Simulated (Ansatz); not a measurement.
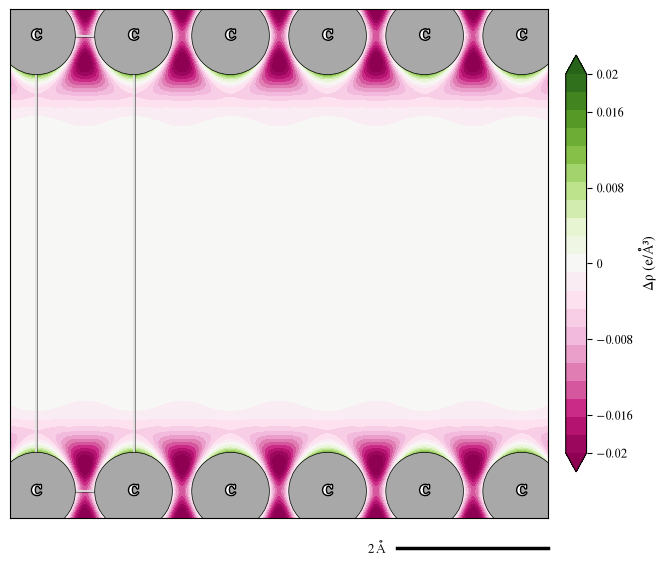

C. Difference of the valence pseudo-densities of two functionals at the same geometry, on the (11̄0) plane of the calculation cell: one of LDA and r2SCAN less the other.

Both computed with Ansatz (plane waves, PAW), on the same k-point mesh. Grey discs cover the atomic cores.

Question: Which was subtracted from which, and what does the map show?

Answer: It is LDA less r2SCAN. Against r2SCAN, LDA gives less density around C (−0.011 e/Å³ on average at 0.8 Å from the nucleus) and a change of −0.014 e/Å³ at the midpoint of C–C.
